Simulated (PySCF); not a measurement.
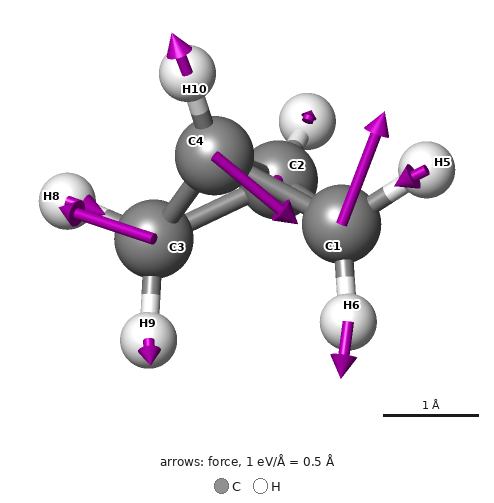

Starting geometry of C4H6 with the computed forces as purple arrows. The picture is a ball-and-stick view, seen at a tilt.

The start comes from GFN2-xTB. Its atoms were then displaced at random by about 0.01 Å.

Level of theory: PySCF, PBE0-D3(BJ)/def2-TZVP geometry optimisation, gas phase. 

What follows when this structure is relaxed?

Answer. It isn't relaxed: the largest force vector, on a C atom, is 2.58 eV/Å. The final displacements follow the starting forces only in part (cosine between the two patterns 0.41). The atom that moves furthest after the best rigid fit is an H atom (0.068 Å). Largest moves by element: H 0.068 Å, C 0.058 Å. Some distances before and after: C–H 1.058 → 1.091 Å, C–H 1.119 → 1.086 Å, C–C 1.521 → 1.490 Å, C–C 1.462 → 1.489 Å. Bond angles that change, for instance: C–C–H 135.3° → 130.3°, C–C–H 134.5° → 130.1°, C–C–C 94.0° → 98.3°. Over 7 geometry steps the energy falls by 15.2 kJ/mol.
